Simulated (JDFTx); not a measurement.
## A series of single points on Mo

System: Mo (Im-3m, 1 atom in the cell).
Method: Kohn-Sham DFT of a periodic cell, r2SCAN, SG15-PBE-1.2, no spin polarisation (JDFTx 1.7.0 (patched build)).

The 7 runs differ only in the geometry, by an even scaling of the cell at fixed fractional positions. The structure derives from a Materials Project entry.

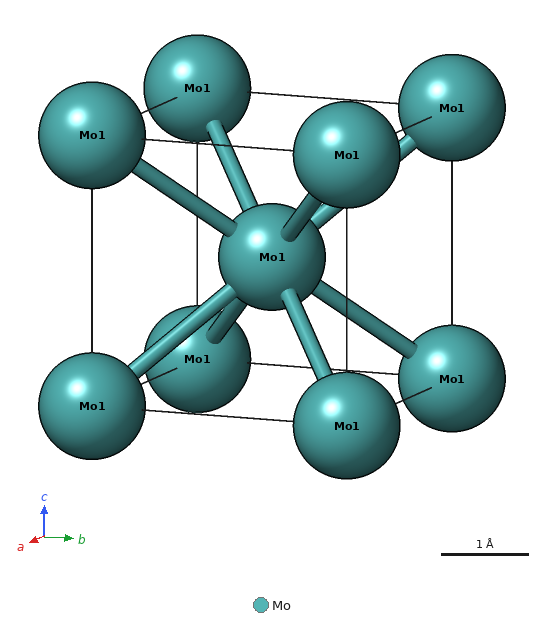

Figure 1. The structure of run 4 (ball-and-stick view of the cell 2 times as large as that of the calculation, set on its symmetry axes, seen slightly off an axis; atoms are numbered from 1 in the order of the input).

**Input of run 4**
```
lattice Body-Centered Cubic 5.9859303812
coords-type Lattice
ion Mo     0.0000000000     0.0000000000     0.0000000000 1

ion-species pseudo/Mo.upf
elec-cutoff 40
elec-ex-corr mgga-x-r2scan mgga-c-r2scan
kpoint-folding 12 12 12
elec-smearing Fermi 0.0018374661
elec-n-bands 13
electronic-SCF nIterations 100 energyDiffThreshold 1e-09
electronic-minimize nIterations 30 energyDiffThreshold 1e-7
forces-output-coords Cartesian

dump-name run.$VAR
dump End Ecomponents EigStats BandEigs Kpoints Forces Stress ElecDensity KEdensity
```

Command:
```bash
jdftx -c 1 -i Mo.in -o Mo.out
```

Lattice vectors (Å) and fractional positions of run 4:
```
  -1.583809    1.583809    1.583809
   1.583809   -1.583809    1.583809
   1.583809    1.583809   -1.583809
Mo  0.000000  0.000000  0.000000
```

Run 3 has the same physical settings and fractional positions; its lattice vectors (Å) are:
```
  -1.573179    1.573179    1.573179
   1.573179   -1.573179    1.573179
   1.573179    1.573179   -1.573179
```

**Results, with one run withheld**

| run | volume per atom (Å³) | free energy per atom, from the lowest run given (meV) | pressure (GPa) |
| --- | --- | --- | --- |
| 1 | 14.938 | 19.02 | 12.73 |
| 2 | 15.256 | 0.50 | 6.03 |
| 3 | 15.574 | ? | ? |
| 4 | 15.892 | 0.00 | −5.41 |
| 5 | 16.209 | 15.60 | −10.26 |
| 6 | 16.527 | 40.32 | −14.61 |
| 7 | 16.845 | 73.24 | −18.52 |

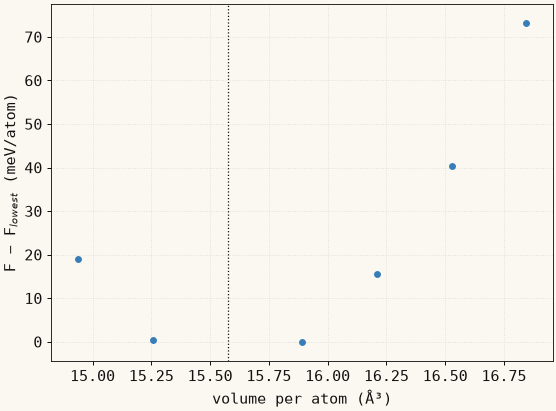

Figure 2. Free energy per atom of the runs given; the dotted line marks run 3.

What should run 3 give?

A cubic polynomial in V^(−2/3) (the Birch–Murnaghan form), fitted to the 6 runs given, misses them by at most 0.03 meV per atom. With x = V^(−2/3) − 0.15801 Å⁻², it reads F = 1.0505 − 5532.8 x + 1.1808e+06 x² + 1.1603e+06 x³ (meV per atom). At run 3 it gives −5.42 meV per atom, and the run itself gives −5.42. The slope of the fit gives a pressure −dF/dV of 0.01 GPa there, and the run prints 0.01 GPa. The fit has its minimum at 15.575 Å³ per atom, where V d²F/dV² gives 280 GPa: the bulk modulus at this level, since symmetry fixes the shape and the positions.

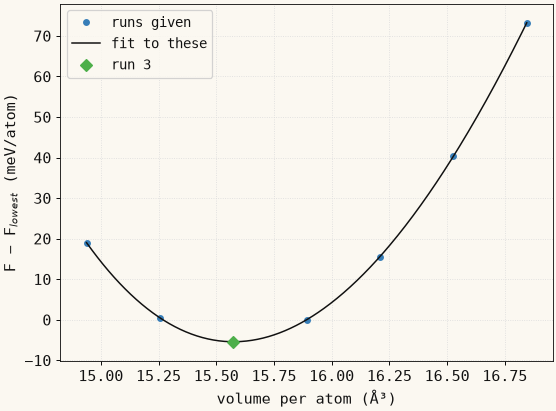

Figure 3. The fit and the withheld run.

**Some lines of the output (run 3)**
```
[...]
unit cell volume = 105.097
     Etot =      -68.5797351997497344
        F =      -68.5798273556862341
	HOMO-LUMO gap: +0.003583
	Optical gap  : +0.021549 at state 59 ( [ +0.250000 +0.333333 -0.333333 ] spin 0 )
```

Notes: Points of doubt noted for this run: metagga forces on grid.
